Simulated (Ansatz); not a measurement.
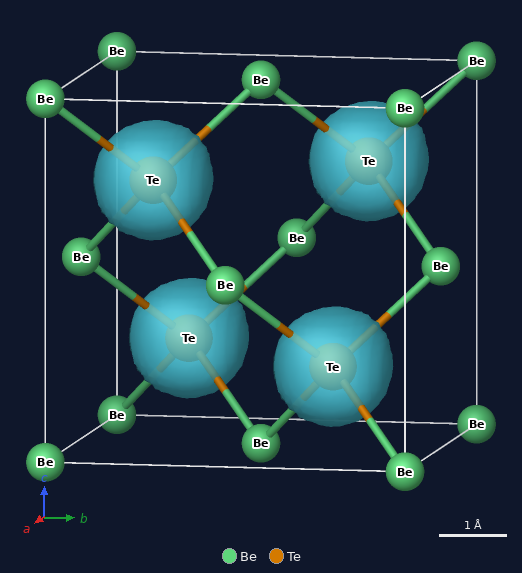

*BeTe. Isosurface of the valence electron density at 0.8 e/Å³ (cyan), seen slightly off an axis. Sticks mark near contacts.*

Space group F-43m; computed pressure about 5 GPa in this cell.

All numbers below come from DFT, r2SCAN, PAW with Ansatz's default frozen-core files, scalar-relativistic; relaxation of cell and atoms in Ansatz 0.2.0.

In a PAW calculation such maps are meaningful between the atoms, not at the nuclei.

Q: What does this surface tell about the bonding?

A: At this value the density breaks into separate islands; it holds about 60 % of the electrons treated as valence. It bridges none of the near contacts. It is pinched off along the sampled Be–Te (2.39 Å) contacts. On the grid the lowest density along these lines, outside the cores, is 0.35 e/Å³ (Be–Te, 2.39 Å).
